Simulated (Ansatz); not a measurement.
SnGe₇

Input

```
crystal:
  lattice:
    - [4.1127293129, 0.0, 0.0]
    - [0.0, 4.1127293129, 0.0]
    - [0.0, 0.0, 11.6557394742]
  atoms:
    - { symbol: Sn, position: [0.0, 0.0, 0.0] }
    - { symbol: Ge, position: [0.5, 0.5, 0.7414944249] }
    - { symbol: Ge, position: [0.0, 0.5, 0.6206490436] }
    - { symbol: Ge, position: [0.5, 0.5, 0.2585055751] }
    - { symbol: Ge, position: [0.5, 0.0, 0.3793509564] }
    - { symbol: Ge, position: [0.5, 0.0, 0.8615479026] }
    - { symbol: Ge, position: [0.0, 0.5, 0.1384520974] }
    - { symbol: Ge, position: [0.0, 0.0, 0.5] }
basis:
  ecutwfc: 420
kpoints:
  mp_grid: { grid: [8, 8, 4] }
hamiltonian:
  xc: pbe
scf:
  occupations: { method: gaussian, width: 0.1 }
output:
  forces: true
  stress: true
  eigenvalues: true
  write_density: true
  write_potential: true
  elf: true
  volumetric_format: npy
relax:
  adjacent_minimum: "off"
  f_tol: 0.01
  max_steps: 30
  cell: { stress_tol: 0.1, fix: [volume] }
```

Command:

```sh
ansatz run input.yaml --threads 1 --pin off --max-ram 2560MiB --backend cpu --events-out ev --progress --plain --runs-dir out
```

Below, planes, directions and counts refer to the conventional cell (a = 4.11 Å, b = 4.11 Å, c = 11.66 Å, α = 90.00°, β = 90.00°, γ = 90.00°).

The fields are those of the run's last geometry, not of the input's.

Space group P-4m2; a generated structure, not necessarily the stable one; changed on purpose from its base cell (volume × 0.97, shape and atoms relaxed).

Theory: DFT PBE, scalar-relativistic, plane waves, PAW in Ansatz.

In a PAW calculation such maps are meaningful between the atoms, not at the nuclei.

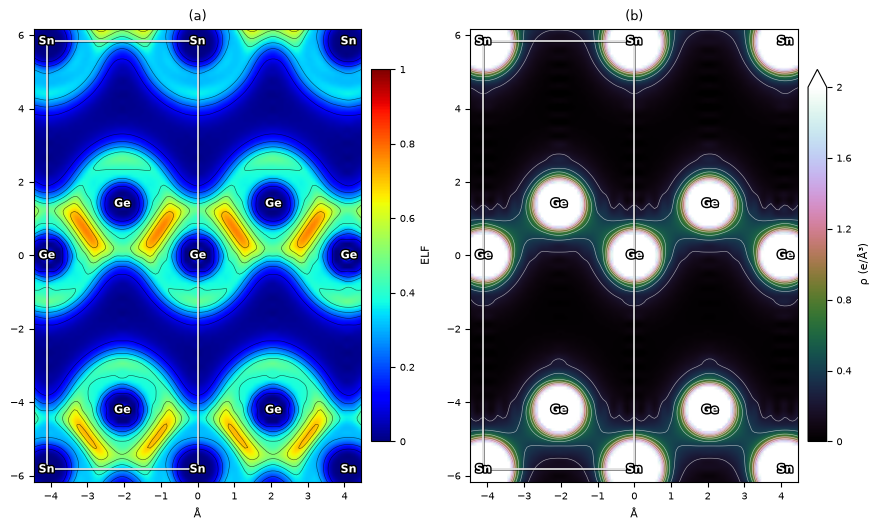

Figure 1. (a) ELF; (b) valence electron density on the (100) plane of the conventional cell.

**Describe what can be read from this map.**

The plane passes through Sn and Ge nuclei.
Ge–Ge (2.49 Å): ρ at the midpoint is about 0.48 e/Å³; the ELF peaks at about 0.75 between the atoms.
Sn–Ge (2.62 Å): ρ at the midpoint is about 0.44 e/Å³; the ELF peaks at about 0.70 between the atoms.
The density dies away to nearly zero in the voids.

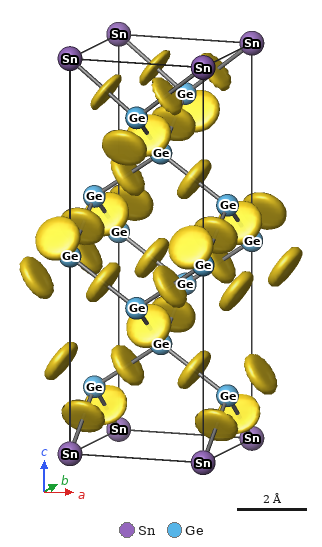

Figure 2. Isosurface of the ELF at 0.65 (yellow), seen slightly off an axis. Core shells and regions of very low density are left out. Sticks mark near contacts.

**Where are the electrons localised?**

At this value the surface marks out twelve regions between bonded Ge–Ge atoms and four regions between bonded Ge–Sn atoms, counted in one cell of 8 atoms. Any copies at cell faces, edges or corners count once.

**Metal or insulator at this level of theory?**

It is metallic or semimetallic at this level of theory: no gap opens.
